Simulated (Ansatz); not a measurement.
# Band-structure calculation, with input and output: Mg₂Ge (part 1 of 2)

The run: band-structure calculation of Mg₂Ge (Fm-3m, 3 atoms in the cell). Method and program: DFT, HSE06, plane waves, PAW, no spin polarisation (Ansatz 0.2.0).

The structure was built on a prototype by a generator. The geometry comes from this level: r2SCAN (a point of a series of strains). It belongs to a series of runs on one base structure; here: hydrostatic strain +1.0%. Figures and captions count atoms from 1; the log counts them from 0 in places.

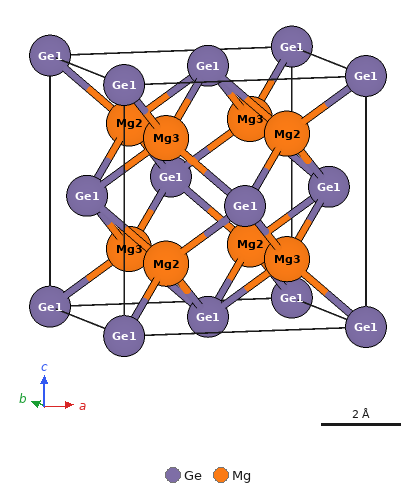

Figure 1. The structure as given in the input (ball-and-stick view of the cell 4 times as large as that of the calculation, set on its symmetry axes, seen slightly off an axis; atoms are numbered from 1 in the order of the input). An atom can appear more than once, as a periodic image.

Input file
```yaml
crystal:
  lattice:
    - [0.0, 3.2149322499, 3.2149322499]
    - [3.2149322499, 0.0, 3.2149322499]
    - [3.2149322499, 3.2149322499, 0.0]
  atoms:
    - { symbol: Ge, position: [0.0, 0.0, 0.0] }
    - { symbol: Mg, position: [0.25, 0.25, 0.25] }
    - { symbol: Mg, position: [0.75, 0.75, 0.75] }
kpoints:
  mp_grid: { grid: [6, 6, 6] }
  band_path:
    path:
      - [0.0, 0.0, 0.0]
      - [0.5, 0.0, 0.5]
      - [0.625, 0.25, 0.625]
      - [0.375, 0.375, 0.75]
      - [0.5, 0.5, 0.5]
      - [0.5, 0.25, 0.75]
      - [0.0, 0.5, 0.5]
    npoints: 1
hamiltonian:
  xc: hse06
scf:
  occupations: { method: fixed }
  n_extra_bands: 4
output:
  forces: true
  stress: true
  eigenvalues: true
  write_density: true
  write_potential: true
  elf: true
  volumetric_format: npy
```

Log
```
Warning: output.stress: scf.convergence.dr2_threshold = 1e-7 eV (the SCF's general default) is looser than the 3e-10 eV advised for a printed stress (1e-10 eV for each atom of the cell: 3). What an SCF threshold leaves in a stress goes as its square root, and in the free energy as the threshold itself, and one threshold admits the most on a small cell: of the crystals measured, under no hybrid functional and no lock of the moments, on runs that ended without the residual-converged pass, on stresses that held no estimate of that error, the worst erred by over 100 MPa in a component at 1e-7 eV an atom and by under 5 at 1e-10. Set scf.convergence.dr2_threshold to 3e-10 eV or tighter. The threshold is an SCF's pass mark: one that does not reach it within its budget of iterations ends unconverged, or closes short of it on a stop that the run arms, and scf.convergence.dr2_threshold's page says what that costs each kind of run
Warning: output.stress: scf.exx.energy_threshold = 1e-6 eV is looser than the 3e-8 eV advised for a stress under a hybrid functional (1e-8 eV for each atom of the cell: 3). Every SCF of the exchange loop can meet its threshold on dr2 while the loop round them stops early: no threshold on dr2 bounds what that leaves in the stress. Set scf.exx.energy_threshold to 3e-8 eV or tighter. The threshold is the loop's pass mark: a loop that does not reach it within its budget of cycles ends unconverged, and scf.exx.energy_threshold's page has the law
scf.n_extra_bands = 4 over 17 filled bands (N_el = 34.0): the run solves 21 bands
Engine: ansatz 0.2.0, x86_64-unknown-linux-gnu
Pseudopotentials: kind: paw
Pseudopotential: Ge, paw, valence charge 14, recommended cutoff 420 eV (normal), Ge.paw.azcp
Pseudopotential: Mg, paw, valence charge 10, recommended cutoff 420 eV (normal), Mg.paw.azcp
Functional definition: HSE06
  parameter a = 0.25
  parameter omega = 0.11/bohr
  exchange = pbe_x - a*pbe_x_sr(omega) + a*exact_x_sr(omega)
  correlation = pbe_c
davidson cushion auto → on  (no smearing: the cushion is to keep the highest requested band from converging to the state above it; pin scf.eigensolver.cushion to override)
Crystal: 3 atoms, lattice volume = 66.458 Å³
Basis set: ecut = 420 eV, 1291 PW (Γ), exchange–correlation on 64×64×64 points (8 copies of the dense FFT grid, shifted against one another)
Bands: 21, of which v1, the nominal top of the filled ones, is band 17 counted from 1 (16 counted from 0)
Symmetry: 48 space group operations
Space group: Fm-3m (ITA 225), of the structure as read, at distance tolerance 4.1e-5 Å
k-points: 16 of 216
Non-local potential: Ge, projectors of the file, l = 0: 2, l = 1: 2, l = 2: 3, l = 3: 1
Non-local potential: Mg, projectors of the file, l = 0: 3, l = 1: 2, l = 2: 1
PAW form: soft (Blöchl's): semilocal exchange-correlation on the pseudo side does not see the compensation charge
PAW frozen core: Ge, regenerated for the run's functional, and the local potential with it (the file was generated under x = pbe(κ = 0.804, μ = 0.2195149727645171), c = pbe(β = 0.06672455060314922))
PAW frozen core: Mg, regenerated for the run's functional, and the local potential with it (the file was generated under x = pbe(κ = 0.804, μ = 0.2195149727645171), c = pbe(β = 0.06672455060314922))
PAW one-centre angular grid: Ge, 590 points (default); XC on 64 Gauss nodes
PAW one-centre angular grid: Mg, 110 points (default); XC on 96 Gauss nodes
Initial density: superposition of atomic densities (neutral atoms: chi_scale 0, normalization atom), corrected by the library's trained network
Initial wavefunctions: pseudopotential atomic-orbital guess
Functional: x = pbe(κ = 0.804, μ = 0.2195149727645171), c = pbe(β = 0.06672455060314922), warm-up for x = pbe(κ = 0.804, μ = 0.2195149727645171) + 0.25 (exact − pbe) at short range (hse, ω = 0.20786987370883472 Å⁻¹), c = pbe(β = 0.06672455060314922); HSE06 as pw.x's `hse` composes it (authors' and Libxc's form: `xc: wpbeh`)
SCF iter   1: F=—  HF=-8143.395879 eV  |F-HF|=—  |Δ(HF+E_count)|=         —  Δρ=4.05e-3  dr2=2.95e-2  ethr=1.77e-3  ⟨swp⟩=8.9  Hψ=1495  notcnv=0
preconditioner: auto → none  [insulator: Δε(μ)=0.091 eV  Ē_g=7.277 eV  n_scr=14 (ndim 8)  ℏωp=12.9 eV  f_vac=0.042]
iter 2 solved again at ethr=3.40e-6 eV; its pass at ethr=8.67e-5 eV (dr2=1.15e-3 eV) is discarded
SCF iter   2: F=—  HF=-8143.388728 eV  |F-HF|=—  |Δ(HF+E_count)|=   7.15e-3  Δρ=1.22e-3  dr2=1.17e-3  ethr=3.40e-6  ⟨swp⟩=3.2  Hψ=1691  notcnv=0  defer=1
SCF iter   3: F=—  HF=-8143.388709 eV  |F-HF|=—  |Δ(HF+E_count)|=   1.94e-5  Δρ=6.59e-4  dr2=2.89e-4  ethr=3.40e-6  ⟨swp⟩=3.1  Hψ=901  notcnv=0
SCF iter   4: F=—  HF=-8143.388790 eV  |F-HF|=—  |Δ(HF+E_count)|=   8.14e-5  Δρ=1.55e-4  dr2=1.69e-5  ethr=8.50e-7  ⟨swp⟩=3.1  Hψ=846  notcnv=0
SCF iter   5: F=-8143.388799 eV  HF=-8143.388799 eV  |F-HF|=1.46e-7  |Δ(HF+E_count)|=   8.95e-6  Δρ=1.34e-5  dr2=1.13e-7  ethr=4.98e-8  ⟨swp⟩=4.0  Hψ=944  notcnv=0
SCF 1 stopped early in 5 iterations: F = -8143.388799 eV  dr2 = 1.13e-7
  greatest PAW one-centre occupation: 1.000 electrons in one spin orbital (limit 2), on the Mg atom at site 2 (counted from 0), in its partial waves of l = 0
Initial density: handed on by an earlier stage of this run
Initial wavefunctions: those handed on with the density
Functional: x = pbe(κ = 0.804, μ = 0.2195149727645171) + 0.25 (exact − pbe) at short range (hse, ω = 0.20786987370883472 Å⁻¹), c = pbe(β = 0.06672455060314922); HSE06 as pw.x's `hse` composes it (authors' and Libxc's form: `xc: wpbeh`)
Exchange kernel: α = 0.2500, screened, ω = 0.2079 Å⁻¹, Wigner–Seitz truncation, v(0) = 1046.8960 eV·Å³, q-mesh 6×6×6, nearest image of the exchange supercell L = 27.28 Å, pair-density grid 18×18×18, without the augmentation charges, whose exchange is taken in its separable form by FFT convolution over the k-point mesh (sized by the pseudopotential files, 25×25×25 at the most), smooth part of the exact exchange by density-matrix convolution in up to 4.15 GiB of GPU memory as planned if the GPU has room (build and FFT work areas not counted)
Frozen-core exchange: fock
SCF iter   1: F=—  HF=-8144.952946 eV  |F-HF|=—  |Δ(HF+E_count)|=         —  Δρ=7.76e-3  dr2=1.71e-2  ethr=3.33e-9  ⟨swp⟩=8.6  Hψ=2193  notcnv=0
preconditioner: auto → none  [insulator: Δε(μ)=0.529 eV  Ē_g=8.351 eV  n_scr=14 (ndim 8)  ℏωp=12.9 eV  f_vac=0.028]
SCF iter   2: F=—  HF=-8144.939598 eV  |F-HF|=—  |Δ(HF+E_count)|=   1.33e-2  Δρ=2.07e-3  dr2=1.71e-3  ethr=3.33e-9  ⟨swp⟩=6.4  Hψ=1681  notcnv=0  defer=2
SCF iter   3: F=—  HF=-8144.945471 eV  |F-HF|=—  |Δ(HF+E_count)|=   5.87e-3  Δρ=1.67e-3  dr2=6.03e-4  ethr=3.33e-9  ⟨swp⟩=6.1  Hψ=1659  notcnv=0  defer=2
SCF iter   4: F=—  HF=-8144.945339 eV  |F-HF|=—  |Δ(HF+E_count)|=   1.32e-4  Δρ=6.07e-4  dr2=1.09e-4  ethr=3.33e-9  ⟨swp⟩=4.0  Hψ=1387  notcnv=0
SCF iter   5: F=—  HF=-8144.945337 eV  |F-HF|=—  |Δ(HF+E_count)|=   2.46e-6  Δρ=4.07e-5  dr2=1.20e-5  ethr=3.33e-9  ⟨swp⟩=4.0  Hψ=1173  notcnv=0
SCF iter   6: F=-8144.945434 eV  HF=-8144.945440 eV  |F-HF|=6.06e-6  |Δ(HF+E_count)|=   1.03e-4  Δρ=7.82e-5  dr2=6.08e-6  ethr=3.33e-9  ⟨swp⟩=4.0  Hψ=1233  notcnv=0
SCF 2 stopped early in 6 iterations: F = -8144.945434 eV  dr2 = 6.08e-6
hybrid outer 1: dexx = +7.001e-3 eV, tail = 7.76e-5 eV
Exchange kernel: α = 0.2500, screened, ω = 0.2079 Å⁻¹, Wigner–Seitz truncation, v(0) = 1046.8960 eV·Å³, q-mesh 6×6×6, nearest image of the exchange supercell L = 27.28 Å, pair-density grid 18×18×18, without the augmentation charges, whose exchange is taken in its separable form by FFT convolution over the k-point mesh (sized by the pseudopotential files, 25×25×25 at the most), smooth part of the exact exchange by density-matrix convolution in up to 4.15 GiB of GPU memory as planned if the GPU has room (build and FFT work areas not counted)
Frozen-core exchange: fock
SCF iter   1: F=—  HF=-8144.945475 eV  |F-HF|=—  |Δ(HF+E_count)|=         —  Δρ=6.57e-5  dr2=2.74e-6  ethr=1.14e-6  ⟨swp⟩=2.0  Hψ=752  notcnv=0
preconditioner: auto → none  [insulator: Δε(μ)=0.533 eV  Ē_g=8.346 eV  n_scr=14 (ndim 8)  ℏωp=12.9 eV  f_vac=0.028]
SCF iter   2: F=—  HF=-8144.945474 eV  |F-HF|=—  |Δ(HF+E_count)|=   1.10e-6  Δρ=1.00e-5  dr2=1.05e-7  ethr=7.81e-9  ⟨swp⟩=4.0  Hψ=1121  notcnv=0
SCF iter   3: F=—  HF=-8144.945474 eV  |F-HF|=—  |Δ(HF+E_count)|=   4.54e-7  Δρ=6.27e-6  dr2=2.68e-8  ethr=7.18e-11  ⟨swp⟩=4.2  Hψ=1252  notcnv=0
SCF iter   4: F=-8144.945474 eV  HF=-8144.945474 eV  |F-HF|=3.62e-10  |Δ(HF+E_count)|=   8.26e-9  Δρ=1.17e-6  dr2=9.00e-10  ethr=6.44e-11  ⟨swp⟩=3.1  Hψ=954  notcnv=0
SCF 3 converged in 4 iterations: F = -8144.945474 eV  dr2 = 9.00e-10
  Residual-converged pass: ⟨swp⟩=2.4  Hψ=695  notcnv=0  max |occ|·‖R‖ = 2.3e-6 eV (tolerance 2.4e-6 eV)  dr2=8.97e-10  dr2_onsite=2.94e-10  max |Δocc| = 0.0e0
```

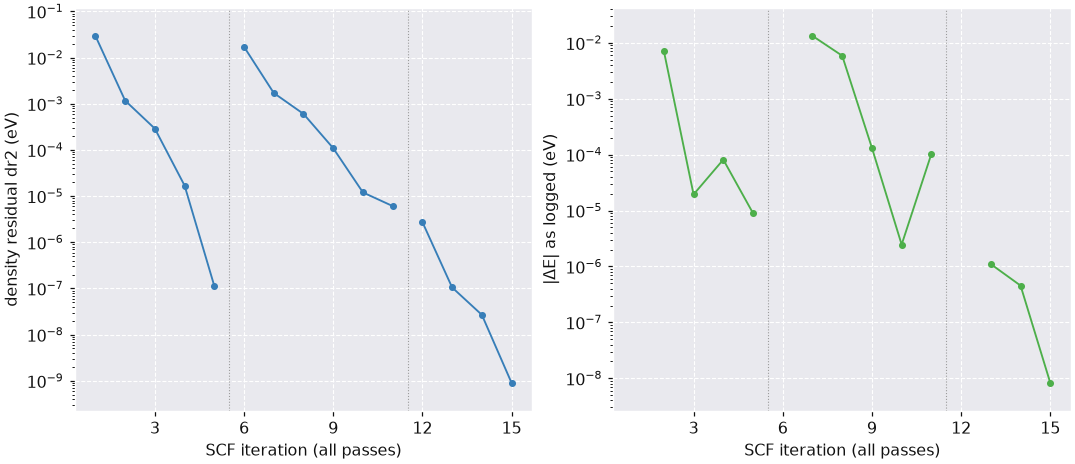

Figure 2. Convergence of the self-consistent field: density residual dr2 and size of the energy change against the SCF iteration. The run starts with a semilocal functional; after that each stretch between dotted lines is one SCF of the hybrid functional between two exact rebuilds of the exchange operator by the outer loop. Early passes are stopped at a loose threshold. The passes take 5, 6 and 4 iterations.

```
hybrid outer 2: dexx = +4.483e-7 eV, tail = 3.20e-8 eV, Δε = 9.52e-3 eV (about 4.00e-4 eV left of the loop's levels)
NSCF: frozen V_eff on 7 k-points
hybrid SCF converged: 2 outer / 10 inner (+5 warm-up), last move |dexx| = 4.48e-7 eV, tail = 3.20e-8 eV
Stability not checked: this state was not tested for a lower state beside it, because the functional holds exact exchange (a hybrid, or Hartree-Fock), whose exchange loop this test does not read (fock_operator; see scf.lower_state_search)
Free energy (F): -8144.945474 eV
Frozen-core exchange: fock
Harris-Foulkes:  -8144.945474 eV  (|F-HF|=3.62e-10)
Internal energy: -8144.945474 eV  (E = F + TS)
E sigma→0 (E₀):  -8144.945474 eV
Fermi energy:    6.442031 eV
--- Per-component energies (eV) ---
  E_band       = -964.898668
  E_kinetic    = 262.018375
  E_local      = -5775.693136  (includes V_loc(G=0)·N_el)
  E_nonlocal   = 608.892127
  E_hartree    = 2279.823428
  E_xc         = -108.515088
  E_vxc        = -112.665439  (∫ρ·V_xc dr)
  E_exx        = -156.706683  (= α·E_x^exact, valence–valence)
  E_paw        = -2474.404844  (= ΣΔE_a)
  E_vpaw       = -193.685210  (= ΣTr[D̂ρ^β])
  E_aug_tail   = 0.000293  (compensation charges beyond the density's cutoff)
  E_ewald      = -2779.924811
  E_core_change = -0.435136  (= ΣΔE_core)
  E_smearing   = -0.000000  (= −TS)
  E_closure    = 0.000000  (closes the sum)
  Σ components = -8144.945474   (vs F -8144.945474, Δ=9.09e-13)
--- Forces (eV/Å), atoms counted from 1 ---
  atom   1  Ge     0.00000000     0.00000000    -0.00000000
  atom   2  Mg    -0.00000000     0.00000000     0.00000000
  atom   3  Mg    -0.00000000    -0.00000000     0.00000000
  max |Σ_I F_I| component: 1.85e-17 eV/Å
```
